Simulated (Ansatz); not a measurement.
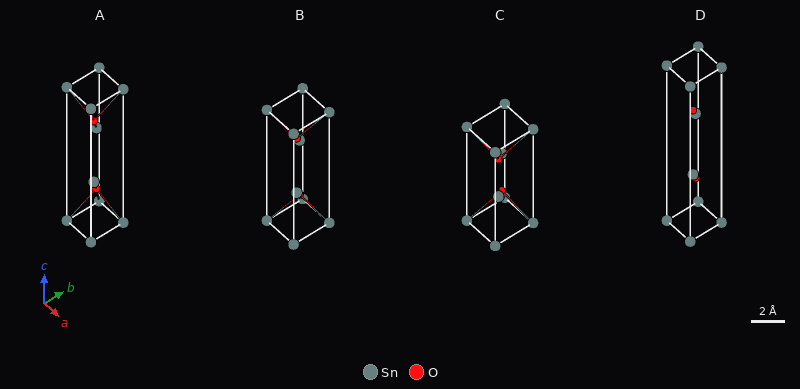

4 geometries from one relaxation of solid Sn$_{3}$O$_{2}$ (built on the A-type sesquioxide_164 type) (coarse preliminary run), in shuffled order. The picture is a ball-and-stick view of the cell of the calculation, seen from a free direction.

Case: anti-A-type sesquioxide type (P-3m1, No. 164).

Computed with Ansatz, DFT PBE, scalar-relativistic, plane waves, PAW. Settings: plane-wave cutoff 420 eV; k-point mesh 6 × 6 × 4; occupations gaussian; smearing width 0.1 eV; no spin polarisation; cell and atoms relaxed; force threshold 0.04 eV/Å; at most 70 steps.

> Put them in the order of the run, from the start to the converged end.

C, B, A, D. They are steps 0, 4, 12, 26, at +537 meV per atom, +221 meV per atom, +87.3 meV per atom relative to the last. The energy falls by 537 meV per atom in 21 accepted moves (26 points after the start). The largest force component goes from 0.97 to 0.033 eV/Å. The pressure goes from 10.23 to −0.01 GPa. The line search rejected the trial step at point 15 of the run. At 4 points the geometry stayed and the basis and grid were re-selected for the new cell (energy shift of 39.6 meV per atom at most each time). The largest moves relative to the cell, 0.085 Å, are those of Sn atoms. Largest moves by element: Sn 0.085 Å, O 0.071 Å. The drawn cell changes as follows: a = b 4.060 → 3.352 Å (−17.4 %), c 6.317 → 10.457 Å (+65.5 %); the volume changes by +12.8 %. Some distances before and after: O–Sn 2.527 → 4.338 Å, O–Sn 2.809 → 3.155 Å, O–Sn 2.445 → 2.244 Å. Bond angles that change, for instance: O–Sn–O 112.3° → 96.6°, Sn–O–Sn 112.3° → 96.6°. The space group stays P-3m1 (No. 164). The run took 110 s on 1 thread of Intel(R) Xeon(R) Platinum 8375C CPU @ 2.90GHz (Ice Lake) (shared host), peak memory 0.41 GiB.
